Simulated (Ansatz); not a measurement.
Consider AlNi2.

```yaml
crystal:
  lattice:
    - [3.97490, 0.00000, 0.00000]
    - [-1.98745, 3.44236, 0.00000]
    - [0.00000, 0.00000, 4.90604]
  atoms:
    - { symbol: Al, position: [0.33333, 0.66667, 0.19258] }
    - { symbol: Al, position: [0.66667, 0.33333, 0.80742] }
    - { symbol: Ni, position: [0.33333, 0.66667, 0.68754] }
    - { symbol: Ni, position: [0.66667, 0.33333, 0.31246] }
    - { symbol: Ni, position: [0.00000, 0.00000, 0.50000] }
    - { symbol: Ni, position: [0.00000, 0.00000, 0.00000] }
```

Space group P-3m1; a structure from a database of computed crystals, not necessarily the ambient phase; computed without spin polarisation.

Method: DFT PBEsol, scalar-relativistic, plane waves, PAW (Ansatz).

Question: What can the converged valence pseudo-density and electron localisation function tell about the bonding?

Answer: Al–Ni (2.43 Å): ρ is about 0.32 e/Å³ halfway; the ELF is about 0.35 at the midpoint.
Al–Ni (2.48 Å): the density is about 0.3 e/Å³ at the midpoint; the ELF is about 0.40 at the midpoint.

Question: Metal or insulator at this level of theory?

Answer: It is gapless in this calculation (a metal or semimetal).

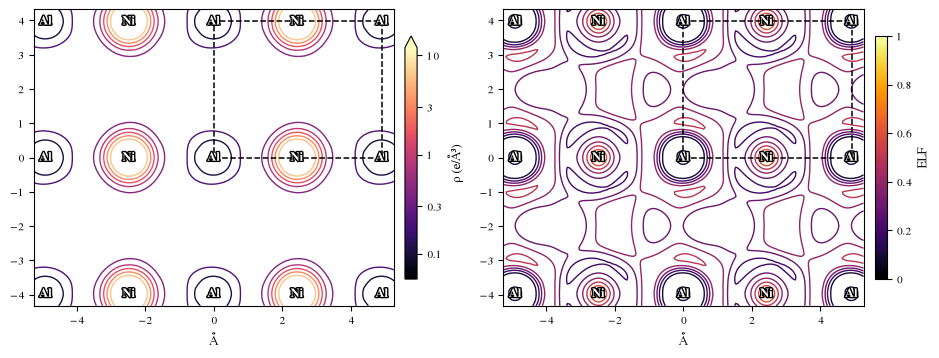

Computed valence pseudo-density and electron localisation function on the (11̄0) plane of the conventional cell, in this order. 

In a PAW calculation such maps are meaningful between the atoms, not at the nuclei.
